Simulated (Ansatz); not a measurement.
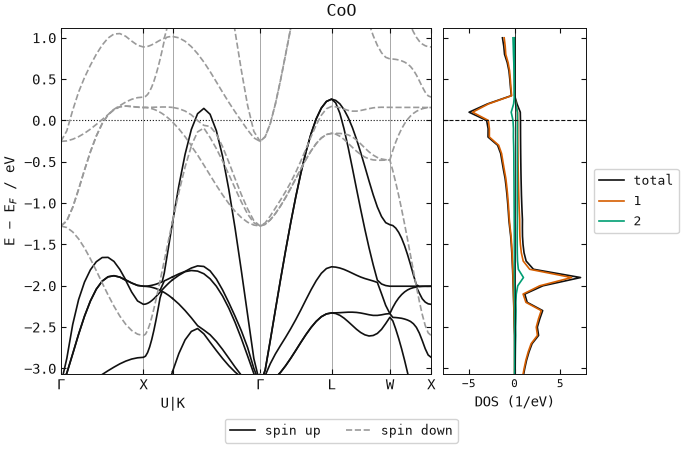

Band structure and density of states. Energies are counted from the Fermi level. The partial curves are projected on Löwdin-orthogonalised atomic shells. Spin-down states are drawn negative.

System: CoO, space group Fm-3m, 2 atoms in the cell.

Method: DFT PBEsol, scalar-relativistic, plane waves, PAW, spin-polarised, 18×18×18 k mesh, 420 eV cutoff, Gaussian smearing of 0.1 eV (Ansatz).

Q: The numbered curves are projections. Which is which? The candidates: Co, O.

A: 1 is Co; 2 is O.

Q: Is there a gap at the Fermi level?

A: A metal: 2 spin-up and 4 spin-down bands cross the Fermi level along this path.
